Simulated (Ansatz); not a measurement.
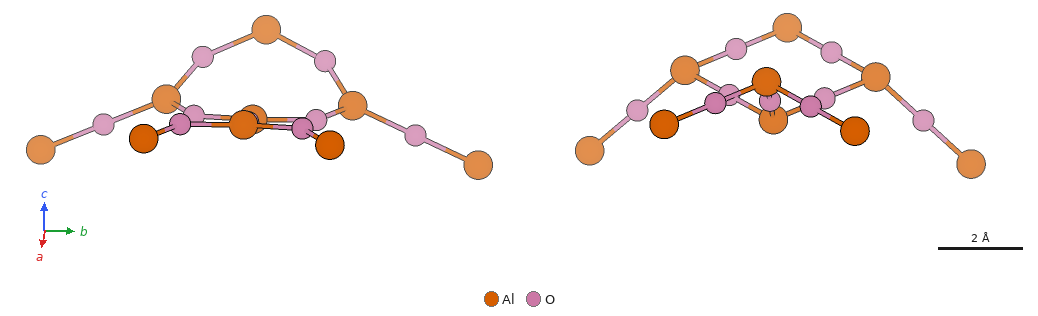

Two geometries of a crystal of Al₂O₃ (a generated structure, set up in I4_1/amd) (coarse preliminary run), drawn at one scale. One is the start of a relaxation, the other its converged end. The picture is a ball-and-stick view of the atoms within 5.8 Å of the atom that moves most (axes of the conventional cell (2 times the calculation's cell)), seen from a free direction. Lengths and directions refer to the drawn axes.

All numbers below come from DFT PBE, scalar-relativistic, plane waves, PAW in Ansatz 0.2.0. Set-up: plane-wave cutoff 420 eV; k-point mesh 2 × 2 × 2; occupations gaussian; smearing width 0.1 eV; no spin polarisation; cell and atoms relaxed; force threshold 0.04 eV/Å; at most 70 steps.

Q: Which one is relaxed?

A: The left one is the relaxed one. After 6 accepted moves (8 points after the start) the energy has fallen by 14.066 eV per cell of the calculation. The largest force component goes from 3 to 0.031 eV/Å. Pressure: 8.26 GPa at the start and 0.03 GPa at the end. At 2 points the geometry stayed and the basis and grid were re-selected for the new cell (energy shift of 0.390 eV per cell of the calculation at most each time). The largest moves relative to the cell, 0.46 Å, are those of Al atoms. By element the largest moves are Al 0.46 Å, O 0.31 Å. The drawn cell changes as follows: a = b 13.706 → 14.942 Å (+9.0 %), c 9.130 → 9.044 Å (−0.9 %); the volume changes by +17.7 %. Near-neighbour distances that change, for instance: Al–O 1.616 → 1.696 Å. Among the angles between lasting bonds that change: Al–O–Al 180.0° → 146.1°, O–Al–O 90.0° → 119.5°. The space group stays I4_1/amd (No. 141). Cost: 46 s on 1 thread of AMD EPYC 9R45 96-Core Processor (Zen 5), on a shared host, peak memory 1.1 GiB.
